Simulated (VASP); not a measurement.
In: geometry relaxation (part 3 of 3)

In (1 atom in the cell); Kohn-Sham DFT of a periodic cell, r2SCAN with rVV10, VASP PAW PBE potentials, recommended, no spin polarisation (VASP 6.6.1); cutoff 600 eV, 18×18×18 k-mesh, Gaussian smearing of 0.1 eV. The structure derives from a Materials Project entry.

Geometry of the input (Å; fractional positions):
```
-1.6947  1.6947  2.2974
1.6947  -1.6947  2.2974
1.6947  1.6947  -2.2974
In 0.0000  0.0000  0.0000
```

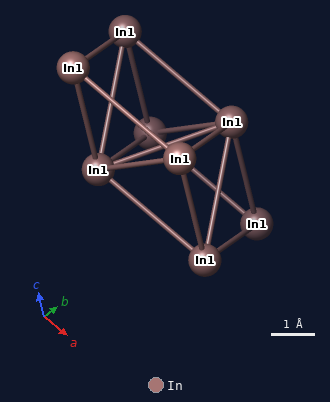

The geometry at step 4 of the log (ball-and-stick view of the cell of the calculation, seen slightly off an axis; atoms are numbered from 1 in the order of the input).

Trajectory as extended XYZ (Å, eV, eV/Å), 8 frames, from step=0 to step=7
```
1
Lattice="-1.6947 1.6947 2.2974 1.6947 -1.6947 2.2974 1.6947 1.6947 -2.2974" Properties=species:S:1:pos:R:3:forces:R:3 step=0 energy=-22.21897
In    0.0000    0.0000    0.0000    0.0000   0.0000   0.0000
1
Lattice="-1.6796 1.6796 2.2836 1.6796 -1.6796 2.2836 1.6796 1.6796 -2.2836" Properties=species:S:1:pos:R:3:forces:R:3 step=1 energy=-22.22095
In   -1.6796    1.6796    2.2836    0.0000   0.0000   0.0000
1
Lattice="-1.6801 1.6801 2.2841 1.6801 -1.6801 2.2841 1.6801 1.6801 -2.2841" Properties=species:S:1:pos:R:3:forces:R:3 step=2 energy=-22.22096
In    0.0000    0.0000    0.0000    0.0000   0.0000   0.0000
1
Lattice="-1.6792 1.6792 2.2868 1.6792 -1.6792 2.2868 1.6792 1.6792 -2.2868" Properties=species:S:1:pos:R:3:forces:R:3 step=3 energy=-22.22100
In    0.0000    0.0000    0.0000    0.0000   0.0000   0.0000
1
Lattice="-1.6767 1.6767 2.2950 1.6767 -1.6767 2.2950 1.6767 1.6767 -2.2950" Properties=species:S:1:pos:R:3:forces:R:3 step=4 energy=-22.22112
In    0.0000    0.0000    0.0000    0.0000   0.0000   0.0000
1
Lattice="-1.6715 1.6715 2.3115 1.6715 -1.6715 2.3115 1.6715 1.6715 -2.3115" Properties=species:S:1:pos:R:3:forces:R:3 step=5 energy=-22.22139
In    0.0000    0.0000    0.0000    0.0000   0.0000   0.0000
1
Lattice="-1.6611 1.6611 2.3444 1.6611 -1.6611 2.3444 1.6611 1.6611 -2.3444" Properties=species:S:1:pos:R:3:forces:R:3 step=6 energy=-22.22159
In    0.0000    0.0000    0.0000    0.0000   0.0000   0.0000
1
Lattice="-1.6618 1.6618 2.3425 1.6618 -1.6618 2.3425 1.6618 1.6618 -2.3425" Properties=species:S:1:pos:R:3:forces:R:3 step=7 energy=-22.22160
In    0.0000    0.0000    0.0000    0.0000   0.0000   0.0000
```

Results in brief

- outcome: converged
- space group (tolerance 0.01 Å): I4/mmm (139)
- electrons treated: 13
- free energy: −22.2216 eV
- Fermi energy: 7.631 eV
- gap on the k-point mesh: none (metallic)
- pressure: −0.01 GPa
- final volume: 25.87 Å³
- largest force (length of the vector) at the end: under 0.001 eV/Å
- final cell: a = 3.318 Å, b = 3.318 Å, c = 3.318 Å, α = 119.89°, β = 119.89°, γ = 90.19°
- hardware: 1 thread of Intel Xeon (Sapphire Rapids), 256 GiB of memory available, shared host
- wall time: 46 min
- peak memory: 0.42 GiB
